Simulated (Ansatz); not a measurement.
**Run report: CuO, single-point calculation (part 1 of 2)**

The run: single-point calculation of CuO (Cccm, 8 atoms in the cell). Method and program: DFT PBE+U, scalar-relativistic, plane waves, PAW, Ueff = 4 eV on Cu d, spin-polarised (Ansatz 0.2.0).

The structure derives from an entry of the Crystallography Open Database. Figures and captions count atoms from 1; the log counts them from 0 in places.

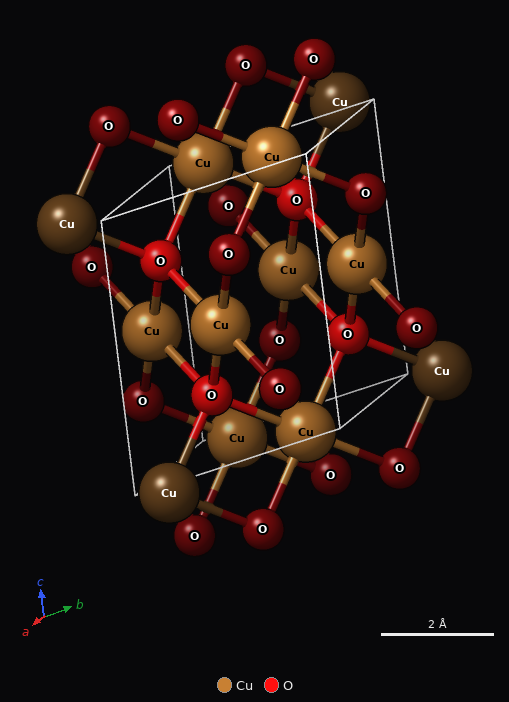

Fig. 1: The structure (ball-and-stick view of the cell of the calculation, seen slightly off an axis; neighbours outside the cell are drawn fainter). Near neighbours in the crystal (not all of them lie inside the picture): Cu has 4 O at 1.97 Å; O has 4 Cu at 1.97 Å.

### Input
```yaml
crystal:
  lattice:
    - [4.1744183809, 0.0, 0.3305692766]
    - [0.0, 4.1521210885, 0.0]
    - [1.6747185546, 2.0760605443, 5.3668803955]
  atoms:
    - { symbol: Cu, position: [0.25, 0.25, 0.0], spin: 1.0 }
    - { symbol: Cu, position: [0.0, -0.5, 0.5], spin: 1.0 }
    - { symbol: O, position: [0.375, -0.1250352668, 0.25] }
    - { symbol: O, position: [0.125, -0.3749647332, 0.75] }
    - { symbol: Cu, position: [0.75, 0.75, 0.0], spin: 1.0 }
    - { symbol: Cu, position: [0.5, 0.0, 0.5], spin: 1.0 }
    - { symbol: O, position: [0.875, 0.3749647332, 0.25] }
    - { symbol: O, position: [0.625, 0.1250352668, 0.75] }
basis:
  ecutwfc: 420
  ecutrho_ratio: 4
kpoints:
  mp_grid: { grid: [4, 4, 4] }
hamiltonian:
  xc: pbe
  hubbard: { sites: [{ species: Cu, l: d, u_eff: 4.0 }] }
scf:
  occupations: { method: gaussian, width: 0.05 }
output:
  forces: true
  stress: true
  eigenvalues: true
  populations: true
  hubbard: { sites: [{ species: Cu, l: d }] }
magnetization:
  spin_polarized: true
```

Run on 4 threads of Arm Neoverse V2, 24 GiB of memory available, shared host.

Command:
```bash
ansatz run input.yaml --threads 4 --pin off --max-ram 10240MiB --backend cpu --events-out ev --progress --plain --runs-dir out
```

### Output
```
Cu: projections on atomic orbitals take those of the free atom [Ne] 3s2 3p6 3d10 4s1, of charge +0.00 (hamiltonian.pseudopotentials.projection_atoms); the dataset's partial waves leave at most 2.0e-6 of an orbital's norm unspanned inside its sphere
O: projections on atomic orbitals take those of the free atom [He] 2s2 2p4, of charge +0.00 (hamiltonian.pseudopotentials.projection_atoms); the dataset's partial waves leave at most 1.9e-8 of an orbital's norm unspanned inside its sphere
Engine: ansatz 0.2.0, aarch64-unknown-linux-gnu
Pseudopotentials: kind: paw
Pseudopotential: Cu, paw, valence charge 19, recommended cutoff 420 eV (normal), Cu.paw.azcp
Pseudopotential: O, paw, valence charge 6, recommended cutoff 420 eV (normal), O.paw.azcp
Functional definition: PBE
  parameter kappa = 0.804
  parameter beta = 0.06672455060314922
  exchange = pbe_x(kappa = kappa, mu = beta*pi^2/3)
  correlation = pbe_c(beta = beta)
Crystal: 8 atoms, lattice volume = 90.724 Å³
Basis set: ecut = 420 eV, 1717 PW (Γ), exchange–correlation on 60×60×90 points (8 copies of the dense FFT grid, shifted against one another)
Bands: 63, of which v1, the nominal top of the filled ones, is band 50 counted from 1 (49 counted from 0)
Symmetry: 8 space group operations
Space group: C2/c (ITA 15), of the structure as read, at distance tolerance 4.5e-5 Å
Magnetic group: BNS 15.85 (UNI 92), of the structure as read, at distance tolerance 4.5e-5 Å
k-points: 24 of 64
Non-local potential: Cu, projectors of the file, l = 0: 3, l = 1: 2, l = 2: 3, l = 3: 1
Non-local potential: O, projectors of the file, l = 0: 2, l = 1: 2, l = 2: 1
PAW form: soft (Blöchl's): semilocal exchange-correlation on the pseudo side does not see the compensation charge
PAW one-centre angular grid: Cu, 590 points (default); XC on 64 Gauss nodes
PAW one-centre angular grid: O, 110 points (default); XC on 64 Gauss nodes
Initial density: superposition of atomic densities (chi_scale 0.1, normalization cell, long waves kept (reshape's long-wave potential 0.00 eV rms))
Starting moments: Σ|m| = 4 μB on 4 of 8 sites
Initial wavefunctions: pseudopotential atomic-orbital guess
Functional: x = pbe(κ = 0.804, μ = 0.2195149727645171), c = pbe(β = 0.06672455060314922)
iter 1 solved again at ethr=2.50e-3 eV; its pass at ethr=3.10e-3 eV (dr2=2.50e0 eV) is discarded
SCF iter   1: F=—  HF=-28760.255212 eV  |F-HF|=—  |Δ(HF+E_count)|=         —  Δρ=1.04e-1 (↑6.67e-2 ↓1.04e-1)  dr2=2.53e0  dr2_m=5.38e0  M=1.152 μB ∫|m|=1.257 μB  β_m=0.30  ethr=2.50e-3  ⟨swp⟩=1.2  Hψ=13452  notcnv=0
preconditioner: auto → Kerker (q_TF=auto, 2.773 Å⁻¹)  [metal: Δε(μ)=0.004 eV  Ē_g=13.345 eV  σ=0.050 eV  W_gap=0.05  n_scr=32 (ndim 8)  ℏωp=32.1 eV  f_vac=0.012  D(μ)=5.09/eV (n_scr^D=36)]
spin=Collinear: Kerker preconditioning applied to the charge; magnetization (m = ρ↑ − ρ↓) channel mixes plain (no charge-response kernel on spin).
SCF iter   2: F=—  HF=-28760.523582 eV  |F-HF|=—  |Δ(HF+E_count)|=   2.68e-1  Δρ=6.01e-2 (↑6.01e-2 ↓4.93e-2)  dr2=2.94e-1  dr2_m=2.21e0  M=1.366 μB ∫|m|=1.469 μB  β_m=0.30  ethr=2.50e-3  ⟨swp⟩=2.4  Hψ=4718  notcnv=0
preconditioner: auto → Resta (q_TF=auto, 2.773 Å⁻¹)  ε∞=7.0  [insulator: Δε(μ)=0.092 eV  Ē_g=13.147 eV  σ=0.050 eV  W_gap=0.69  n_scr=32 (ndim 8)  ℏωp=32.1 eV  f_vac=0.015  D(μ)=2.97/eV (n_scr^D=24)  ε∞_Penn≈7.0]
spin=Collinear: Resta preconditioning applied to the charge; magnetization (m = ρ↑ − ρ↓) channel mixes plain (no charge-response kernel on spin).
SCF iter   3: F=—  HF=-28760.983313 eV  |F-HF|=—  |Δ(HF+E_count)|=   4.60e-1  Δρ=4.28e-2 (↑4.28e-2 ↓3.47e-2)  dr2=1.71e-1  dr2_m=1.10e0  M=1.398 μB ∫|m|=1.491 μB  β_m=0.30  ethr=2.94e-4  ⟨swp⟩=2.0  Hψ=4792  notcnv=0  defer=322
SCF iter   4: F=—  HF=-28761.384521 eV  |F-HF|=—  |Δ(HF+E_count)|=   4.01e-1  Δρ=2.81e-2 (↑2.81e-2 ↓2.18e-2)  dr2=4.50e-2  dr2_m=5.09e-1  M=1.445 μB ∫|m|=1.534 μB  β_m=0.30  ethr=1.71e-4  ⟨swp⟩=2.4  Hψ=4497  notcnv=0  defer=323
SCF iter   5: F=—  HF=-28761.485769 eV  |F-HF|=—  |Δ(HF+E_count)|=   1.01e-1  Δρ=2.03e-2 (↑2.03e-2 ↓1.38e-2)  dr2=3.83e-2  dr2_m=2.41e-1  M=1.479 μB ∫|m|=1.564 μB  β_m=0.30  ethr=4.50e-5  ⟨swp⟩=2.2  Hψ=4437  notcnv=0  defer=325
SCF iter   6: F=—  HF=-28761.526357 eV  |F-HF|=—  |Δ(HF+E_count)|=   4.06e-2  Δρ=1.39e-2 (↑1.14e-2 ↓1.39e-2)  dr2=5.98e-3  dr2_m=1.32e-1  M=1.480 μB ∫|m|=1.559 μB  β_m=0.30  ethr=3.83e-5  ⟨swp⟩=2.0  Hψ=4418  notcnv=0  defer=328
SCF iter   7: F=—  HF=-28761.555522 eV  |F-HF|=—  |Δ(HF+E_count)|=   2.92e-2  Δρ=1.04e-2 (↑7.19e-3 ↓1.04e-2)  dr2=6.00e-3  dr2_m=6.40e-2  M=1.501 μB ∫|m|=1.577 μB  β_m=0.30  ethr=5.98e-6  ⟨swp⟩=2.0  Hψ=4754  notcnv=0  defer=328
SCF iter   8: F=—  HF=-28761.570042 eV  |F-HF|=—  |Δ(HF+E_count)|=   1.45e-2  Δρ=6.39e-3 (↑5.15e-3 ↓6.39e-3)  dr2=9.12e-4  dr2_m=2.76e-2  M=1.534 μB ∫|m|=1.608 μB  β_m=1.00  ethr=5.98e-6  ⟨swp⟩=1.0  Hψ=2696  notcnv=0  defer=328
SCF iter   9: F=—  HF=-28761.577159 eV  |F-HF|=—  |Δ(HF+E_count)|=   7.12e-3  Δρ=1.50e-3 (↑1.50e-3 ↓8.32e-4)  dr2=6.39e-4  dr2_m=8.92e-4  M=1.581 μB ∫|m|=1.660 μB  β_m=1.00  ethr=9.12e-7  ⟨swp⟩=2.2  Hψ=5093  notcnv=0  defer=328
SCF iter  10: F=—  HF=-28761.583943 eV  |F-HF|=—  |Δ(HF+E_count)|=   6.78e-3  Δρ=1.19e-3 (↑1.19e-3 ↓6.58e-4)  dr2=3.96e-4  dr2_m=5.66e-4  M=1.622 μB ∫|m|=1.699 μB  β_m=1.00  ethr=6.39e-7  ⟨swp⟩=2.0  Hψ=4890  notcnv=0  defer=328
SCF iter  11: F=—  HF=-28761.588067 eV  |F-HF|=—  |Δ(HF+E_count)|=   4.12e-3  Δρ=8.29e-4 (↑8.28e-4 ↓8.29e-4)  dr2=1.05e-5  dr2_m=5.68e-4  M=1.662 μB ∫|m|=1.737 μB  β_m=1.00  ethr=3.96e-7  ⟨swp⟩=2.0  Hψ=5202  notcnv=0  defer=328
SCF iter  12: F=—  HF=-28761.591115 eV  |F-HF|=—  |Δ(HF+E_count)|=   3.05e-3  Δρ=1.19e-3 (↑7.80e-4 ↓1.19e-3)  dr2=3.40e-4  dr2_m=7.38e-4  M=1.706 μB ∫|m|=1.780 μB  β_m=1.00  ethr=1.05e-8  ⟨swp⟩=2.1  Hψ=5208  notcnv=0  defer=328
SCF iter  13: F=—  HF=-28761.593627 eV  |F-HF|=—  |Δ(HF+E_count)|=   2.51e-3  Δρ=1.42e-3 (↑8.20e-4 ↓1.42e-3)  dr2=9.22e-4  dr2_m=8.53e-4  M=1.753 μB ∫|m|=1.826 μB  β_m=1.00  ethr=1.05e-8  ⟨swp⟩=2.2  Hψ=5226  notcnv=0  defer=328
SCF iter  14: F=—  HF=-28761.596284 eV  |F-HF|=—  |Δ(HF+E_count)|=   2.66e-3  Δρ=2.24e-3 (↑1.14e-3 ↓2.24e-3)  dr2=3.92e-3  dr2_m=1.52e-3  M=1.814 μB ∫|m|=1.887 μB  β_m=1.00  ethr=1.05e-8  ⟨swp⟩=2.2  Hψ=5145  notcnv=0  defer=328
SCF iter  15: F=—  HF=-28761.599214 eV  |F-HF|=—  |Δ(HF+E_count)|=   2.93e-3  Δρ=3.06e-3 (↑1.64e-3 ↓3.06e-3)  dr2=8.34e-3  dr2_m=2.63e-3  M=1.899 μB ∫|m|=1.969 μB  β_m=1.00  ethr=1.05e-8  ⟨swp⟩=2.1  Hψ=5219  notcnv=0  defer=328
SCF iter  16: F=—  HF=-28761.603372 eV  |F-HF|=—  |Δ(HF+E_count)|=   4.16e-3  Δρ=4.53e-3 (↑2.55e-3 ↓4.53e-3)  dr2=1.87e-2  dr2_m=5.91e-3  M=2.028 μB ∫|m|=2.097 μB  β_m=1.00  ethr=1.05e-8  ⟨swp⟩=2.3  Hψ=5135  notcnv=0  defer=328
SCF iter  17: F=—  HF=-28761.610897 eV  |F-HF|=—  |Δ(HF+E_count)|=   7.52e-3  Δρ=7.29e-3 (↑4.29e-3 ↓7.29e-3)  dr2=4.63e-2  dr2_m=1.65e-2  M=2.250 μB ∫|m|=2.315 μB  β_m=1.00  ethr=1.05e-8  ⟨swp⟩=2.8  Hψ=5320  notcnv=0  defer=328
SCF iter  18: F=—  HF=-28761.626034 eV  |F-HF|=—  |Δ(HF+E_count)|=   1.51e-2  Δρ=1.07e-2 (↑6.39e-3 ↓1.07e-2)  dr2=1.05e-1  dr2_m=3.48e-2  M=2.571 μB ∫|m|=2.634 μB  β_m=1.00  ethr=1.05e-8  ⟨swp⟩=3.1  Hψ=7060  notcnv=0  defer=328
SCF iter  19: F=—  HF=-28761.653512 eV  |F-HF|=—  |Δ(HF+E_count)|=   2.75e-2  Δρ=1.30e-2 (↑7.56e-3 ↓1.30e-2)  dr2=2.07e-1  dr2_m=3.63e-2  M=2.877 μB ∫|m|=2.946 μB  β_m=1.00  ethr=1.05e-8  ⟨swp⟩=3.0  Hψ=7674  notcnv=0  defer=328
SCF iter  20: F=—  HF=-28761.699388 eV  |F-HF|=—  |Δ(HF+E_count)|=   4.59e-2  Δρ=1.62e-2 (↑9.43e-3 ↓1.62e-2)  dr2=3.71e-1  dr2_m=4.22e-2  M=3.190 μB ∫|m|=3.271 μB  β_m=1.00  ethr=1.05e-8  ⟨swp⟩=3.0  Hψ=7542  notcnv=0  defer=328
SCF iter  21: F=—  HF=-28761.763465 eV  |F-HF|=—  |Δ(HF+E_count)|=   6.41e-2  Δρ=1.93e-2 (↑1.18e-2 ↓1.93e-2)  dr2=6.15e-1  dr2_m=3.79e-2  M=3.461 μB ∫|m|=3.559 μB  β_m=1.00  ethr=1.05e-8  ⟨swp⟩=3.0  Hψ=7687  notcnv=0  defer=328
SCF iter  22: F=—  HF=-28761.837968 eV  |F-HF|=—  |Δ(HF+E_count)|=   7.45e-2  Δρ=1.96e-2 (↑1.45e-2 ↓1.96e-2)  dr2=8.27e-1  dr2_m=1.20e-2  M=3.570 μB ∫|m|=3.685 μB  β_m=0.30  ethr=1.05e-8  ⟨swp⟩=3.0  Hψ=7538  notcnv=0  defer=328
Mixer restart at iter 22: flushing history
spin-set hold released at iteration 22 (site moments' squared step at or under half its running peak, from the soft ceiling on): the magnetisation degrees of freedom join the quasi-Newton model from the next iteration; the mixer history was flushed
SCF iter  23: F=—  HF=-28761.764058 eV  |F-HF|=—  |Δ(HF+E_count)|=   7.39e-2  Δρ=5.12e-3 (↑5.12e-3 ↓3.01e-3)  dr2=3.97e-2  dr2_m=3.34e-3  M=3.530 μB ∫|m|=3.647 μB  β_m=0.35  ethr=1.05e-8  ⟨swp⟩=4.9  Hψ=9933  notcnv=0  defer=328
SCF iter  24: F=—  HF=-28761.777806 eV  |F-HF|=—  |Δ(HF+E_count)|=   1.37e-2  Δρ=3.84e-3 (↑3.52e-3 ↓3.84e-3)  dr2=3.69e-2  dr2_m=1.37e-3  M=3.550 μB ∫|m|=3.677 μB  β_m=0.46  ethr=1.05e-8  ⟨swp⟩=3.2  Hψ=8632  notcnv=0  defer=349
SCF iter  25: F=—  HF=-28761.784977 eV  |F-HF|=—  |Δ(HF+E_count)|=   7.17e-3  Δρ=1.43e-3 (↑1.24e-3 ↓1.43e-3)  dr2=1.53e-3  dr2_m=8.82e-4  M=3.580 μB ∫|m|=3.721 μB  β_m=0.57  ethr=1.05e-8  ⟨swp⟩=4.1  Hψ=8406  notcnv=0  defer=349
SCF iter  26: F=—  HF=-28761.785654 eV  |F-HF|=—  |Δ(HF+E_count)|=   6.76e-4  Δρ=8.04e-4 (↑8.04e-4 ↓4.81e-4)  dr2=2.93e-4  dr2_m=2.16e-4  M=3.592 μB ∫|m|=3.741 μB  β_m=0.78  ethr=1.05e-8  ⟨swp⟩=3.0  Hψ=6635  notcnv=0  defer=349
SCF iter  27: F=—  HF=-28761.785948 eV  |F-HF|=—  |Δ(HF+E_count)|=   2.94e-4  Δρ=2.72e-4 (↑1.43e-4 ↓2.72e-4)  dr2=8.21e-5  dr2_m=8.68e-6  M=3.592 μB ∫|m|=3.744 μB  β_m=0.85  ethr=1.05e-8  ⟨swp⟩=2.1  Hψ=5109  notcnv=0  defer=349
SCF iter  28: F=—  HF=-28761.785941 eV  |F-HF|=—  |Δ(HF+E_count)|=   7.19e-6  Δρ=5.46e-5 (↑3.49e-5 ↓5.46e-5)  dr2=3.64e-6  dr2_m=8.79e-7  M=3.594 μB ∫|m|=3.746 μB  β_m=0.92  ethr=1.05e-8  ⟨swp⟩=2.0  Hψ=5075  notcnv=0  defer=349
SCF iter  29: F=—  HF=-28761.785942 eV  |F-HF|=—  |Δ(HF+E_count)|=   1.48e-6  Δρ=1.35e-5 (↑1.12e-5 ↓1.35e-5)  dr2=3.99e-7  dr2_m=5.47e-9  M=3.594 μB ∫|m|=3.747 μB  β_m=0.96  ethr=3.64e-9  ⟨swp⟩=2.2  Hψ=4052  notcnv=0  defer=349
iter 30 did not close the SCF: its close was put off for a magnetic moment that had not settled (scf_convergence_deferred on its scf_iter line)
SCF iter  30: F=-28761.785942 eV  HF=-28761.785942 eV  |F-HF|=7.47e-9  |Δ(HF+E_count)|=   8.21e-8  Δρ=8.98e-6 (↑4.59e-6 ↓8.98e-6)  dr2=6.28e-8  dr2_m=2.19e-8  M=3.594 μB ∫|m|=3.747 μB  β_m=0.98  ethr=1.00e-10  ⟨swp⟩=7.9  Hψ=12950  notcnv=0
SCF iter  31: F=-28761.785942 eV  HF=-28761.785942 eV  |F-HF|=1.66e-9  |Δ(HF+E_count)|=   1.57e-8  Δρ=3.65e-6 (↑1.40e-6 ↓3.65e-6)  dr2=9.35e-9  dr2_m=3.00e-9  M=3.594 μB ∫|m|=3.746 μB  ethr=6.28e-11  ⟨swp⟩=1.6  Hψ=7767  notcnv=0
SCF 1 converged in 31 iterations: F = -28761.785942 eV  dr2 = 9.35e-9
  greatest PAW one-centre occupation: 1.000 electrons in one spin orbital (limit 2), on the Cu atom at site 5 (counted from 0), in its partial waves of l = 0
```

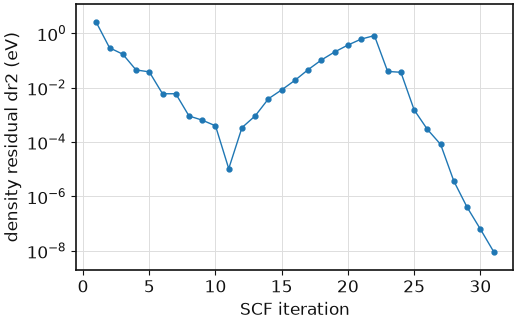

Fig. 2: Convergence of the self-consistent field: density residual dr2 against the SCF iteration. The residual falls unevenly and jumps up by a factor of two or more 7 times on the way down.
